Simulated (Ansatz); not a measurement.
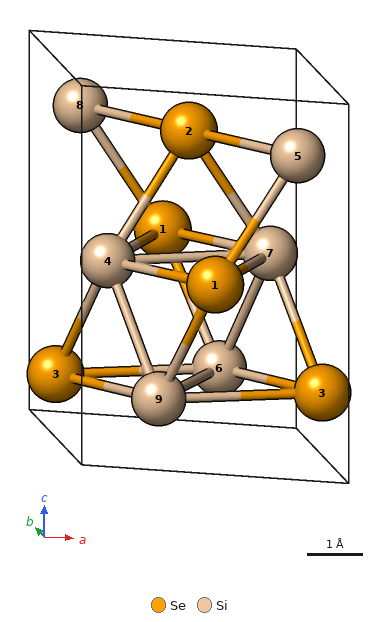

Figure 1. The input geometry (ball-and-stick view of the cell of the calculation, seen slightly off an axis; atoms are numbered from 1 in the order of the input). Near neighbours in the crystal (not all of them lie inside the picture): Se has 10 Si at 2.81 to 3.05 Å; Si has 5 Se at 2.81 to 3.05 Å and 5 Si at 2.76 to 3.05 Å.

# Band-structure calculation of Si2Se

The run: band-structure calculation of Si2Se (P6₂22, 9 atoms in the cell). Method and program: DFT with r2SCAN, PAW plane waves, no spin polarisation (Ansatz 0.2.0).

The structure is a generated one, with these elements put on the sites of a known structure type; it need not be a known phase. Figures and captions count atoms from 1; the log counts them from 0 in places.

Input
```yaml
crystal:
  lattice:
    - [5.171985, 0.0, 0.0]
    - [-2.585993, 4.479075, 0.0]
    - [0.0, 0.0, 7.074855]
  atoms:
    - { symbol: Se, position: [0.5, 0.0, 0.5] }
    - { symbol: Se, position: [0.5, 0.5, 0.83333] }
    - { symbol: Se, position: [0.0, 0.5, 0.16667] }
    - { symbol: Si, position: [0.1599, 0.3198, 0.5] }
    - { symbol: Si, position: [0.8401, 0.1599, 0.83333] }
    - { symbol: Si, position: [0.6802, 0.8401, 0.16667] }
    - { symbol: Si, position: [0.8401, 0.6802, 0.5] }
    - { symbol: Si, position: [0.1599, 0.8401, 0.83333] }
    - { symbol: Si, position: [0.3198, 0.1599, 0.16667] }
  symmetry: { tolerance: 0.0003 }
kpoints:
  mp_grid: { grid: [6, 6, 4], shift: [0, 0, 0] }
  band_path:
    path:
      - [0.0, 0.0, 0.0]
      - [0.5, 0.0, 0.0]
      - [0.33333333, 0.33333333, 0.0]
      - [0.0, 0.0, 0.0]
      - [0.0, 0.0, 0.5]
      - [0.5, 0.0, 0.5]
      - [0.33333333, 0.33333333, 0.5]
      - [0.0, 0.0, 0.5]
      - [0.5, 0.0, 0.5]
      - [0.5, 0.0, 0.0]
      - [0.33333333, 0.33333333, 0.5]
    npoints: 7
magnetization:
  spin_polarized: false
scf:
  occupations: { method: methfessel_paxton, width: 0.1102 }
  lower_state_search: "off"
  max_iter: 200
hamiltonian:
  pseudopotentials: { kind: paw }
  xc: r2scan
basis:
  ecutwfc: 500
  fft_grid_basis: typed
output:
  forces: true
  stress: true
  eigenvalues: true
  bader: true
  populations: true
  elf: true
  write_potential: true
  volumetric_format: npy
  dos:
    e_range: [-12, 8]
    de: 0.05
    projected: { site_lists: { Se: [Se], Si: [Si] } }
  write_density: true
checkpoint:
  read: saved_state
```

Run as:
```bash
ansatz run input.yaml --threads 1 --pin off --max-ram 2560MiB --backend cpu --events-out ev --progress --plain --runs-dir out
```

What the program printed
```
Warning: the atoms were moved onto the symmetric positions of the space group found under crystal.symmetry.tolerance 3.0e-4 (fractional; no operation is sought that the atoms, as they stand in a round, miss by more than twice it, and no atom is moved by as much as it), and the run uses the moved positions. Before a round's move an operation carried an atom to 4.72e-5 Å from where it should land, the largest such distance. Atom 1 (counting from 0) moved farthest, by 2.36e-5 Å; the longest move in fractions of the cell, of whichever atom, is 0.01 of the tolerance, in 1 round. To run the atoms as typed, lower crystal.symmetry.tolerance until the operations that they miss are no longer found, or set crystal.symmetry.detect: false (a key that needs symmetry detection or time reversal refuses this as the deck is read). The positions used, in the order of the run's atom list: position: [0.5, 0.0, 0.5]; position: [0.5, 0.5, 0.8333333333333334]; position: [0.0, 0.5, 0.16666666666666669]; position: [0.1599, 0.3198, 0.5]; position: [0.8401, 0.1599, 0.8333333333333334]; position: [0.6802, 0.8401, 0.16666666666666669]; position: [0.8401, 0.6802, 0.5]; position: [0.1599, 0.8401, 0.8333333333333334]; position: [0.3198, 0.1599, 0.16666666666666669]; The lattice was moved too: crystal.lattice misses the space group found at crystal.symmetry.tolerance 3.0e-4 in a digit that the deck types, which is why this is a warning: making the lattice exact moves one of its numbers by a whole unit of that number's last typed decimal, or more. The operation that it misses by the most changes a squared length by the fraction 1.89e-6. The run uses the lattice that is a stretch of the typed one, with no rotation, onto the one that keeps every operation to a double's rounding (on a very oblique basis the stretch itself rounds by more); the deck's lattice vector that moved farthest moved by 2.67e-6 Å. To run the lattice as typed, set crystal.symmetry.tolerance under 2.23e-7, the least fraction by which an operation that the lattice misses changes a squared length (the same key also sets how far an atom may lie from its image, so lowering it can lose operations that the atoms keep only within it), or set crystal.symmetry.detect: false, as for the atoms. crystal.lattice made exact, in Å and degrees: [[5.171987656971214, 2.886751345110003e-7, 0.0], [-2.585994078485607, 4.47907255465906, 0.0], [0.0, 0.0, 7.074855]]. Pasted over the deck's crystal.lattice, beside positions in fractional coordinates, it runs the same cell (given as lengths and angles, that cell in the form's own orientation, a rigid turn of the misfit's size from the one run here, for which a checkpoint.post_process_only pass over this run's state can be refused: where this run relaxes nothing, give such a pass this deck's own crystal.lattice, as typed; behind a relaxation, as crystal.lattice, the state's own cell, identity.cell in its checkpoint.json), and a matrix so pasted ends this notice, except on a very skew basis of the lattice, where the rounding of the pasted numbers themselves can read as a misfit: the cell is then moved again, and that move is told again. The lattice as run is in this notice's lattice.as_run_ang field (Run.prep()["deck_notices"] in Python, the deck_notice line of an events file, deck_notices of ansatz run --dry-run=json, or deck_notices in record.json in the deck's checkpoint.write directory).
Engine: ansatz 0.2.0, x86_64-unknown-linux-gnu
Pseudopotentials: kind: paw
Pseudopotential: Se, paw, valence charge 16, recommended cutoff 500 eV (meta_gga), Se.paw.azcp
Pseudopotential: Si, paw, valence charge 4, recommended cutoff 500 eV (meta_gga), Si.paw.azcp
Functional definition: r2SCAN
  parameter k0 = 0.174
  parameter k1 = 0.065
  parameter a1 = 4.9479
  exchange = r2scan_x(k0 = k0, k1 = k1, a1 = a1)
  correlation = r2scan_c
Crystal: 9 atoms, lattice volume = 163.894 Å³
Basis set: ecut = 500 eV, 4129 PW (Γ), exchange–correlation on 160×160×216 points (64 copies of the dense FFT grid, shifted against one another)
Bands: 45, of which v1, the nominal top of the filled ones, is band 36 counted from 1 (35 counted from 0)
Symmetry: 12 space group operations
Space group: P6222 (ITA 180), of the structure as read, at distance tolerance 1.6e-3 Å
k-points: 21 of 144 (time reversal used)
Non-local potential: Se, projectors of the file, l = 0: 2, l = 1: 2, l = 2: 3, l = 3: 1
Non-local potential: Si, projectors of the file, l = 0: 2, l = 1: 2, l = 2: 2
PAW form: soft (Blöchl's): semilocal exchange-correlation on the pseudo side does not see the compensation charge
PAW frozen core: Se, regenerated for the run's functional (the file was generated under x = pbe(κ = 0.804, μ = 0.2195149727645171), c = pbe(β = 0.06672455060314922))
PAW frozen core: Si, regenerated for the run's functional (the file was generated under x = pbe(κ = 0.804, μ = 0.2195149727645171), c = pbe(β = 0.06672455060314922))
PAW one-centre angular grid: Se, 590 points (default); XC on 160 Gauss nodes
PAW one-centre angular grid: Si, 302 points (default); XC on 160 Gauss nodes
Initial density: read from a saved state, or passed on in memory by an earlier SCF of this step, an earlier step, the calling program or the single point that the run made first
Initial wavefunctions: pseudopotential atomic-orbital guess
Functional: x = r2scan, c = r2scan; τ floored in thin density (d = 2e-4 eV/Å³)
iter 1 solved again at ethr=1.31e-5 eV; its pass at ethr=3.10e-3 eV (dr2=9.41e-3 eV) is discarded
SCF iter   1: F=—  HF=-20261.653409 eV  |F-HF|=—  |Δ(HF+E_count)|=         —  Δρ=1.83e-3  dr2=9.39e-3  dr2_τ=1.55e-4  ethr=1.31e-5  ⟨swp⟩=1.7  Hψ=4925  notcnv=0
preconditioner: auto → Kerker (q_TF=auto, 2.379 Å⁻¹)  [metal: Δε(μ)=0.035 eV  Ē_g=8.183 eV  σ=0.110 eV  W_gap=0.26  n_scr=34 (ndim 8)  ℏωp=18.8 eV  f_vac=0.000  D(μ)=7.05/eV (n_scr^D=54)]
SCF iter   2: F=—  HF=-20261.652161 eV  |F-HF|=—  |Δ(HF+E_count)|=   1.25e-3  S|Δr|=    0.00e0  Δρ=1.02e-3  dr2=2.80e-3  dr2_τ=2.26e-5  ethr=1.30e-5  ⟨swp⟩=1.1  Hψ=954  notcnv=0
SCF iter   3: F=—  HF=-20261.651799 eV  |F-HF|=—  |Δ(HF+E_count)|=   3.62e-4  S|Δr|=    0.00e0  Δρ=2.63e-4  dr2=2.13e-4  dr2_τ=5.30e-6  ethr=3.89e-6  ⟨swp⟩=3.0  Hψ=1818  notcnv=0
SCF iter   4: F=—  HF=-20261.651772 eV  |F-HF|=—  |Δ(HF+E_count)|=   2.70e-5  S|Δr|=    0.00e0  Δρ=1.41e-4  dr2=4.07e-5  dr2_τ=2.32e-7  ethr=2.96e-7  ⟨swp⟩=2.0  Hψ=1705  notcnv=0
SCF iter   5: F=—  HF=-20261.651840 eV  |F-HF|=—  |Δ(HF+E_count)|=   6.84e-5  S|Δr|=    0.00e0  Δρ=3.42e-5  dr2=2.09e-6  dr2_τ=1.74e-8  ethr=5.65e-8  ⟨swp⟩=2.0  Hψ=1330  notcnv=0
SCF iter   6: F=-20261.651843 eV  HF=-20261.651843 eV  |F-HF|=1.06e-7  |Δ(HF+E_count)|=   2.28e-6  S|Δr|=    0.00e0  Δρ=7.29e-6  dr2=8.30e-8  dr2_τ=5.87e-10  ethr=1.39e-10  ⟨swp⟩=7.7  Hψ=6428  notcnv=0
SCF 1 converged in 6 iterations: F = -20261.651843 eV  dr2 = 8.30e-8
  greatest PAW one-centre occupation: 1.000 electrons in one spin orbital (limit 2), on the Se atom at site 2 (counted from 0), in its partial waves of l = 2
NSCF: frozen V_eff on 71 k-points
SCF converged after 6 iterations
Stability not checked: this state was not tested for a lower state beside it, because cold or Methfessel-Paxton smearing, or corrected tetrahedra, fill the levels in a way that the test cannot read (fill_not_monotonic; see scf.lower_state_search)
Free energy (F): -20261.651843 eV
Harris-Foulkes:  -20261.651843 eV  (|F-HF|=1.06e-7)
Internal energy: -20261.644247 eV  (E = F + TS)
E sigma→0 (E₀):  -20261.649944 eV
Entropy (-TS):   -0.007595 eV (-0.844 meV/atom)
Fermi energy:    9.660636 eV
--- Per-component energies (eV) ---
  E_band       = -1036.501485
  E_kinetic    = 581.758987
  E_local      = -8008.292628  (includes V_loc(G=0)·N_el)
  E_nonlocal   = -1633.865977
  E_hartree    = 3999.600760
  E_xc         = -599.374968
  E_vxc        = -613.142771  (∫ρ·V_xc dr)
  E_paw        = -8887.342440  (= ΣΔE_a)
  E_vpaw       = 608.650815  (= ΣTr[D̂ρ^β])
  E_aug_tail   = -0.000573  (compensation charges beyond the density's cutoff)
  E_vtau       = 29.184356  (kinetic-family band-sum trace: ∫τ·v_τ [+ j·A + Jᵃ·Aᵃ] dr)
  E_ewald      = -5708.374499
  E_core_change = -5.752909  (= ΣΔE_core)
  E_smearing   = -0.007595  (= −TS)
  E_closure    = 0.000000  (closes the sum)
  Σ components = -20261.651843   (vs F -20261.651843, Δ=0.00e0)
--- Forces (eV/Å), atoms counted from 1 ---
  atom   1  Se     0.00000000    -0.00000000     0.00000000
  atom   2  Se    -0.00000000     0.00000000     0.00000000
  atom   3  Se     0.00000000    -0.00000000    -0.00000000
  atom   4  Si     0.00000001    -0.19354597     0.00000000
  atom   5  Si     0.16761573    -0.09677298    -0.00000000
  atom   6  Si     0.16761572     0.09677299    -0.00000000
  atom   7  Si    -0.00000001     0.19354597     0.00000000
  atom   8  Si    -0.16761573     0.09677298    -0.00000000
  atom   9  Si    -0.16761572    -0.09677299    -0.00000000
  max |Σ_I F_I| component: 1.59e-16 eV/Å
--- Stress (GPa, compression-positive) ---
       -0.377453      -0.000000       0.000000
       -0.000000      -0.377453      -0.000000
        0.000000       0.000000      -3.026894
  P = ⅓ Tr σ = -1.2606 GPa (-12.606 kbar)
--- Band table (eV; the first three rows and the last of 21) ---
  k-point 0: bands = ["-39.5136", "-39.5128", "-39.5128", "-39.5123", "-39.5123", "-39.5123", "-39.4792", "-39.4792", "-39.4787", "-39.4787", "-39.4782", "-39.4774", "-39.4672", "-39.4672", "-39.4671", "-6.2382", "-4.4023", "-4.4023", "0.6817", "0.6817", "1.1313", "2.5745", "2.5745", "3.8332", "4.8488", "5.2450", "5.4243", "5.4243", "5.7384", "5.8169", "5.8169", "6.3737", "6.5611", "6.5611", "7.0957", "7.0957", "7.8033", "7.8033", "12.0246", "12.1596", "12.7546", "12.7546", "13.7071", "13.7071", "14.6379"]
  k-point 1: bands = ["-39.5136", "-39.5131", "-39.5126", "-39.5123", "-39.5123", "-39.5123", "-39.4796", "-39.4788", "-39.4786", "-39.4785", "-39.4782", "-39.4776", "-39.4672", "-39.4672", "-39.4671", "-6.0945", "-5.0697", "-3.8969", "0.4918", "0.9837", "1.4498", "2.7257", "2.7622", "3.9276", "4.2384", "4.3102", "4.5634", "4.9187", "5.3129", "5.7515", "5.8465", "6.7413", "7.0910", "7.3120", "7.4048", "7.5617", "8.4714", "10.0986", "10.9858", "11.1494", "11.2240", "11.8362", "12.7509", "14.0134", "14.3958"]
  k-point 2: bands = ["-39.5134", "-39.5134", "-39.5126", "-39.5123", "-39.5123", "-39.5123", "-39.4798", "-39.4789", "-39.4784", "-39.4784", "-39.4780", "-39.4780", "-39.4672", "-39.4672", "-39.4672", "-5.6824", "-5.6824", "-3.7155", "0.6775", "0.6775", "2.7619", "2.9306", "3.0120", "3.2895", "3.2895", "3.6791", "4.5441", "4.5441", "5.0819", "5.0819", "5.3136", "8.0948", "8.2397", "8.2397", "8.4357", "8.4357", "9.1070", "9.1070", "9.5618", "10.3343", "10.3343", "11.6104", "13.6477", "13.6975", "13.6975"]
  k-point 20: bands = ["-39.5134", "-39.5130", "-39.5130", "-39.5123", "-39.5122", "-39.5122", "-39.4792", "-39.4792", "-39.4784", "-39.4783", "-39.4783", "-39.4780", "-39.4672", "-39.4672", "-39.4671", "-5.0060", "-4.6192", "-4.6192", "-0.8611", "-0.8611", "-0.5521", "2.6042", "2.6042", "3.9676", "4.7205", "4.7205", "5.1197", "5.9044", "5.9749", "5.9749", "6.5164", "7.0317", "7.0317", "9.4854", "9.4854", "9.7196", "9.7197", "11.8489", "11.8489", "12.5341", "12.9953", "12.9953", "13.2099", "13.2099", "13.3223"]
--- Löwdin populations: 9 sites ---
  site symbol       q [e]
     0     Se     16.0561
     1     Se     16.0561
     2     Se     16.0561
     3     Si      3.8631
     4     Si      3.8631
     5     Si      3.8631
     6     Si      3.8631
     7     Si      3.8631
     8     Si      3.8631
  spilling = 0.009071 (of n_electrons = 72.000000)
--- Bader charges: 9 sites ---
  site symbol  charge [e]  shift [e]
     0     Se     -0.6462     0.0010
     1     Se     -0.6462     0.0010
     2     Se     -0.6462     0.0010
     3     Si      0.3231     0.0005
     4     Si      0.3231     0.0005
     5     Si      0.3231     0.0005
     6     Si      0.3231     0.0005
     7     Si      0.3231     0.0005
     8     Si      0.3231     0.0005
  estimated error of the sums over rays = 4.9e-4 e
```

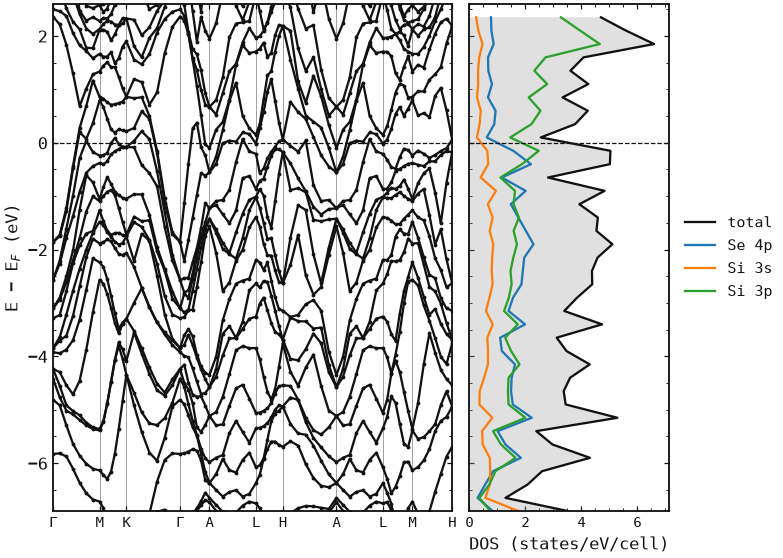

Figure 2. Band structure along Γ–M–K–Γ–A–L–H–A–L–M–H and density of states (projected on Löwdin-orthogonalised atomic shells), with energies from the Fermi level. Bands cross the Fermi level: a metal at this level of theory.

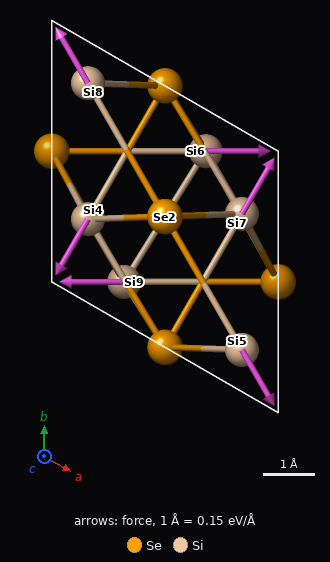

Figure 3. Forces on the atoms as pink arrows (ball-and-stick view of the cell of the calculation, along the c axis; atoms are numbered from 1 in the order of the input). The largest act on all 6 Si atoms (0.19 eV/Å). The geometry is not a stationary point of this energy.

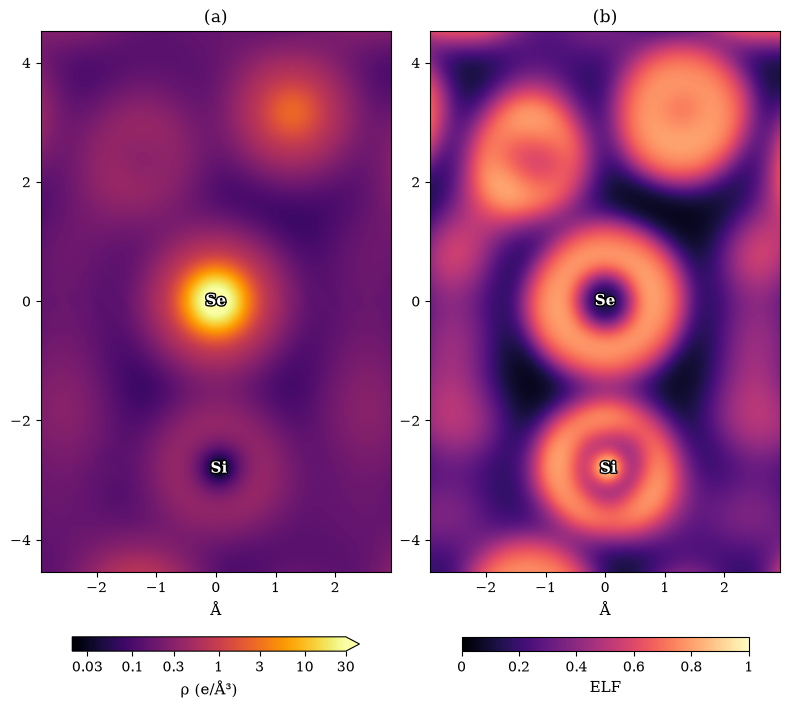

Figure 4. (a) valence electron density; (b) electron localisation function on the (101) plane of the conventional cell. The plane passes through Se and Si nuclei. Si–Se (2.81 Å): the density is about 0.27 e/Å³ at the midpoint; the ELF peaks at about 0.75 between the atoms. Away from the nuclei the density in this plane falls to 0.08 e/Å³ at its lowest. Core electrons are frozen (PAW), so the fields are smoothed inside the atomic spheres.

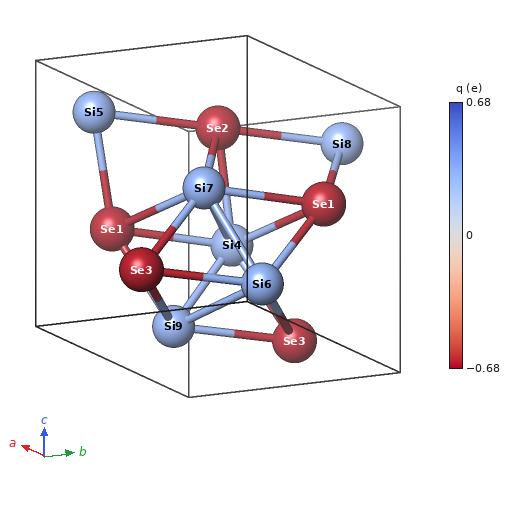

Figure 5. Bader charges, as the colour of each atom (ball-and-stick view of the cell of the calculation, seen at an oblique angle; atoms are numbered from 1 in the order of the input). By element: Se −0.65 and Si +0.32 e.

Key numbers

```json
{"quantity": "outcome", "value": "converged"}
{"quantity": "space group (tolerance 0.01 Å)", "value": "P6₂22 (180)"}
{"quantity": "electrons treated", "value": "72"}
{"quantity": "free energy", "value": "−20261.6518 eV"}
{"quantity": "Fermi energy", "value": "9.661 eV"}
{"quantity": "pressure", "value": "−1.26 GPa"}
{"quantity": "electronic character", "value": "metal"}
{"quantity": "largest force (length of the vector)", "value": "0.194 eV/Å"}
{"quantity": "hardware", "value": "1 thread of Intel Xeon (Granite Rapids), 64 GiB of memory available, shared host"}
{"quantity": "wall time", "value": "97 s"}
{"quantity": "peak memory", "value": "0.92 GiB"}
```

Notes

The program warns: the structure was made exactly symmetric.
